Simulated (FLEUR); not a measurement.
## A series of single points on ZnS

System: ZnS (F-43m, 2 atoms in the cell).
Method: Kohn-Sham DFT of a periodic cell, PBE, all-electron, no spin polarisation (FLEUR MaX-R8.1 (later development tree)).

The 7 runs differ only in the geometry, by an even scaling of the cell at fixed fractional positions. The structure derives from an entry of the Crystallography Open Database.

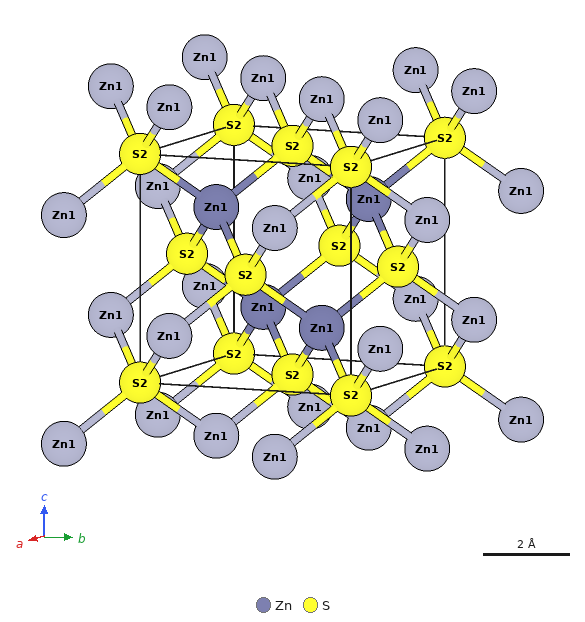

Figure 1. The structure of run 4 (ball-and-stick view of the cell 4 times as large as that of the calculation, set on its symmetry axes, seen slightly off an axis; neighbours outside the cell are drawn fainter; atoms are numbered from 1 in the order of the input).

### Input of run 4
```
<?xml version="1.0" encoding="UTF-8" standalone="no"?>
<fleurInput fleurInputVersion="0.39">
   <comment>
      ZnS                                                                                                 
   </comment>
   <calculationSetup>
      <cutoffs Kmax="5.27" Gmax="16.3" GmaxXC="16.3" numbands="0"/>
      <scfLoop itmax="60" minDistance="0.00001" maxIterBroyd="15" imix="Anderson" alpha="0.05" precondParam="0.0" spinf="2.0" sdNocoIR="T"/>
      <coreElectrons ctail="T" frcor="F" kcrel="0" coretail_lmax="0"/>
      <xcFunctional name="pbe" relativisticCorrections="F"/>
      <magnetism jspins="1"/>
      <soc l_soc="F" theta="0.0" phi="0.0" spav="F"/>
      <expertModes spex="0" secvar="F"/>
      <geometryOptimization l_f="T" forcealpha="1.0" forcemix="BFGS" epsdisp="0.0005" epsforce="0.0002"/>
      <ldaU l_linMix="F" mixParam="0.05" spinf="1.0"/>
   </calculationSetup>
   <cell>
      <bzIntegration valenceElectrons="26.0" mode="hist" fermiSmearingEnergy="0.00183747">
         <kPointListSelection listName="default-1"/>
         <!-- k-points included here -->
         <xi:include xmlns:xi="http://www.w3.org/2001/XInclude" href="kpts.xml"> </xi:include>
      </bzIntegration>
      <!-- symmetry operations included here -->
      <xi:include xmlns:xi="http://www.w3.org/2001/XInclude" href="sym.xml"> </xi:include>
      <bulkLattice scale="1.0">
         <bravaisMatrix>
            <row-1>    0.0000000000000000     5.1060399886691998     5.1060399886691998</row-1>
            <row-2>    5.1060399886691998     0.0000000000000000     5.1060399886691998</row-2>
            <row-3>    5.1060399886691998     5.1060399886691998     0.0000000000000000</row-3>
         </bravaisMatrix>
      </bulkLattice>
   </cell>
   <atomSpecies>
      <species name="Zinc (Zn)" element="Zn" atomicNumber="30">
         <mtSphere radius="2.11" gridPoints="721" logIncrement="0.017"/>
         <atomicCutoffs lmax="9" lnonsphr="7"/>
         <electronConfig flipSpins="F">
            <coreConfig>(1s1/2) (2s1/2) (2p1/2) (2p3/2)</coreConfig>
            <valenceConfig>(3s1/2) (3p1/2) (3p3/2) (4s1/2) (3d3/2) (3d5/2)</valenceConfig>
         </electronConfig>
         <energyParameters s="4" p="4" d="3" f="4"/>
         <lo type="SCLO" l="0" n="3" eDeriv="0"/>
         <lo type="SCLO" l="1" n="3" eDeriv="0"/>
         <lo type="SCLO" l="1" n="3" eDeriv="1"/>
         <lo type="HELO" l="2" n="4" eDeriv="0"/>
         <lo type="HELO" l="2" n="4" eDeriv="1"/>
         <lo type="SCLO" l="3" n="4" eDeriv="2"/>
      </species>
      <species name="Sulfur (S)" element="S" atomicNumber="16">
         <mtSphere radius="1.86" gridPoints="635" logIncrement="0.018"/>
         <atomicCutoffs lmax="8" lnonsphr="6"/>
         <electronConfig flipSpins="F">
            <coreConfig>(1s1/2) (2s1/2) (2p1/2) (2p3/2)</coreConfig>
            <valenceConfig>(3s1/2) (3p1/2) (3p3/2)</valenceConfig>
            <stateOccupation state="(3p1/2)" spinUp="0.666667" spinDown="0.666667"/>
            <stateOccupation state="(3p3/2)" spinUp="1.333333" spinDown="1.333333"/>
         </electronConfig>
         <energyParameters s="3" p="3" d="3" f="4"/>
         <lo type="SCLO" l="0" n="3" eDeriv="2"/>
         <lo type="SCLO" l="1" n="3" eDeriv="2"/>
         <lo type="SCLO" l="2" n="3" eDeriv="2"/>
         <lo type="SCLO" l="3" n="4" eDeriv="2"/>
      </species>
   </atomSpecies>
   <atomGroups>
      <atomGroup species="Zinc (Zn)">
         <relPos label="                   1">-1.000/4.000 -1.000/4.000 -1.000/4.000</relPos>
         <force calculate="T" relaxXYZ="TTT"/>
      </atomGroup>
      <atomGroup species="Sulfur (S)">
         <relPos label="                   2">.0000000000 .0000000000 .0000000000</relPos>
         <force calculate="T" relaxXYZ="TTT"/>
      </atomGroup>
   </atomGroups>
   <output dos="F" band="F" slice="F">
      <checks vchk="F" cdinf="F"/>
      <bandDOS minEnergy="-.5*Htr" maxEnergy="0.5*Htr" sigma="0.015" storeEVData="T"/>
      <vacuumDOS vacdos="F" integ="F" star="F" nstars="0" locx1="0.0" locy1="0.0" locx2="0.0" locy2="0.0" nstm="0" tworkf="0.0"/>
      <unfoldingBand unfoldBand="F" supercellX="1" supercellY="1" supercellZ="1"/>
      <plotting iplot="0" polar="F">
         <plot TwoD="T" vec1="  1.0  0.0  0.0" vec2="  0.0  1.0  0.0" vec3="  0.0  0.0  1.0" zero="  0.0  0.0  0.0" file="plot"/>
      </plotting>
      <chargeDensitySlicing numkpt="0" minEigenval="0.0" maxEigenval="0.0" nnne="0" pallst="F"/>
      <specialOutput eonly="F"/>
      <moessbauerParams electricFieldGradient="T" isomerShift="T" coreHyperfine="T" valenceHyperfine="T"/>
      <magneticCircularDichroism mcd="F" energyLo="-10.0" energyUp="0.0"/>
   </output>
  <!-- We include the file relax.xml here to enable relaxations (see documentation) -->
  <xi:include xmlns:xi="http://www.w3.org/2001/XInclude" href="relax.xml"> <xi:fallback/> </xi:include>
</fleurInput>
```

Command:
```bash
inpgen -f crystal.txt -profile fastHighL; fleur_MPI
```

Run 3 has the same physical settings and fractional positions; its lattice vectors (Å) are:
```
   0.000000    2.683865    2.683865
   2.683865    0.000000    2.683865
   2.683865    2.683865    0.000000
```

### Results, with one run withheld

| run | volume per atom (Å³) | free energy per atom, from the lowest run given (meV) | gap on the mesh (eV) |
| --- | --- | --- | --- |
| 1 | 18.543 | 33.07 | 2.39 |
| 2 | 18.938 | 18.26 | 2.29 |
| 3 | 19.332 | ? | ? |
| 4 | 19.727 | 2.17 | 2.11 |
| 5 | 20.121 | 0.00 | 2.03 |
| 6 | 20.516 | 1.22 | 1.94 |
| 7 | 20.910 | 5.49 | 1.86 |

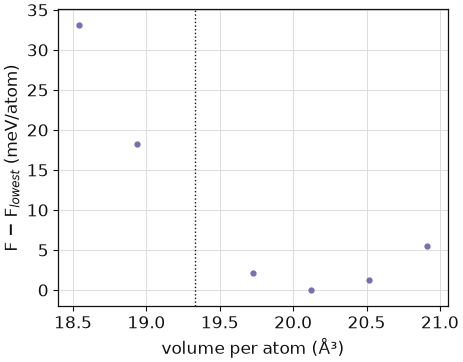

Figure 2. Free energy per atom of the runs given; the dotted line marks run 3.

What should run 3 give?

A cubic polynomial in V^(−2/3) (the Birch–Murnaghan form), fitted to the 6 runs given, misses them by under 0.01 meV per atom. With x = V^(−2/3) − 0.13680 Å⁻², it reads F = 1.8175 + 2002.8 x + 5.4457e+05 x² + 6.6718e+05 x³ (meV per atom). At run 3 it gives 8.13 meV per atom, and the run itself gives 8.12. The fit has its minimum at 20.171 Å³ per atom, where V d²F/dV² gives 69.6 GPa: the bulk modulus at this level, since symmetry fixes the shape and the positions. The gap on the mesh goes, without turning, from 2.39 eV in run 1 to 1.86 eV in run 7; run 3 has 2.20 eV. These are gaps of this functional on this mesh, which can miss the band edges; they aren't the measured gap.

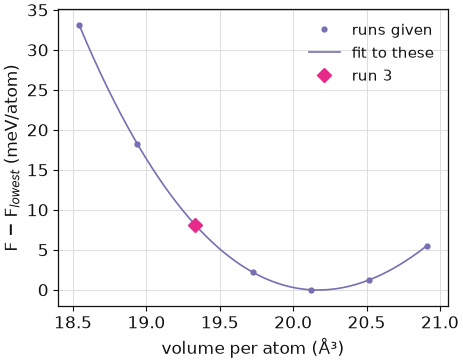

Figure 3. The fit and the withheld run.

### Output (run 3)
```
Welcome to FLEUR        (www.flapw.de)
      MaX-Release 8.1          (www.max-centre.eu)

 ========== k-point set info ==========
 Selected k-point list: default-1
 k-point list type: mesh
 9 x 9 x 9
 Number of k points: 35

 ------------Calculation Setup---------------------------
 Number of MPI-tasks      :            1
 Number of PE/node        :            1
 Number of OMP-threads    :            1
 Most efficient MPI parallelization for:
           1           5           7          35
 Additional eigenvalue parallelization possible
 Number of basis functions:          740
 Approximate size of matrices (H+S) per k-point:         0.016 GB
 --------------------------------------------------------

 Iteration:     1   Distance:       9.18401769 me/bohr^3

 Iteration:     2   Distance:       8.01561785 me/bohr^3

 Iteration:     3   Distance:       4.79678691 me/bohr^3

 Iteration:     4   Distance:       2.57479804 me/bohr^3

 Iteration:     5   Distance:       2.43571153 me/bohr^3

 Iteration:     6   Distance:       0.38668193 me/bohr^3

 Iteration:     7   Distance:       0.35272260 me/bohr^3

 Iteration:     8   Distance:       0.03536450 me/bohr^3

 Iteration:     9   Distance:       0.03287294 me/bohr^3

 Iteration:    10   Distance:       0.00250954 me/bohr^3

 Iteration:    11   Distance:       0.00163384 me/bohr^3

 Iteration:    12   Distance:       0.00048036 me/bohr^3

 Iteration:    13   Distance:       0.00009689 me/bohr^3

 Iteration:    14   Distance:       0.00006848 me/bohr^3

 Iteration:    15   Distance:       0.00000599 me/bohr^3

 ********************************************************************
 Run finished successfully
 Stop message:
   all done
 ********************************************************************
```
